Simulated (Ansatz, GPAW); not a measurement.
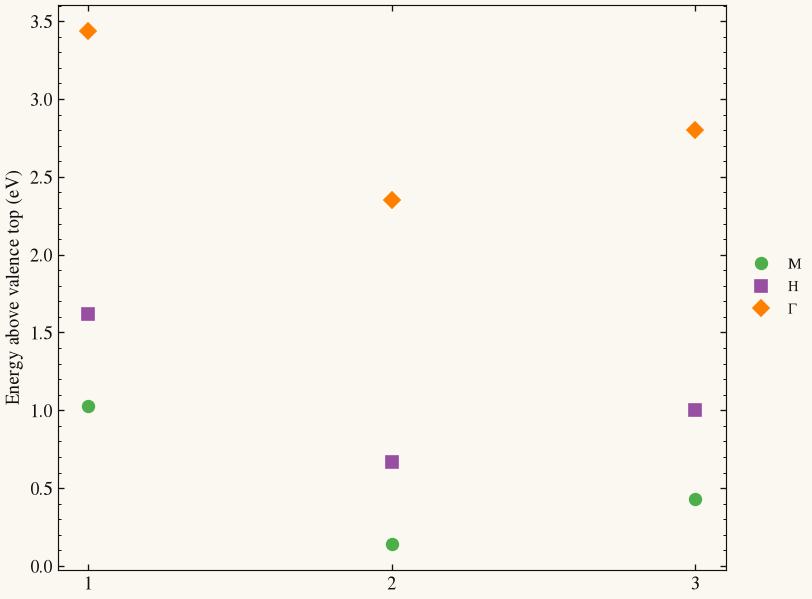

Lowest conduction level at each named k point, counted from the valence-band top at L, by several methods on one cell of WSi$_{2}$, space group P6_222 (No. 180), 9 atoms in the cell; a = 4.617 Å, c = 6.653 Å (hexagonal axes). All runs are without spin-orbit coupling and carry no moments.

Question: Which column is which method? They are TB-mBJ, PBE0 and HSE06.

Answer: 1 is PBE0; 2 is TB-mBJ; 3 is HSE06.

| method | program | M (eV) | H (eV) | Γ (eV) |
| --- | --- | --- | --- | --- |
| TB-mBJ | GPAW | 0.14 | 0.67 | 2.35 |
| HSE06 | Ansatz | 0.43 | 1.00 | 2.80 |
| PBE0 | Ansatz | 1.03 | 1.62 | 3.44 |

Question: Do the methods agree on which of these conduction levels is lowest?

Answer: Yes: all put it at M.

Settings. TB-mBJ: GPAW PAW data sets for LDA (gpaw-data 1.2.1), 6×6×4 k mesh, 600 eV cutoff, Fermi-Dirac smearing of 0.05 eV (GPAW 26.7.0). HSE06: Ansatz PAW, 6×6×4 k mesh, 420 eV cutoff, Fermi-Dirac smearing of 0.05 eV (Ansatz). PBE0: Ansatz PAW, 6×6×4 k mesh, 420 eV cutoff, Fermi-Dirac smearing of 0.05 eV (Ansatz).

The runs come from different programs, which adds differences of its own. The PAW data sets were made with another functional. Spin-orbit coupling is left out, which matters for W. Most measured crystals of this composition in the Crystallography Open Database have another space group (No. 139). TB-mBJ: this is a model potential built to give gaps, with no total energy.
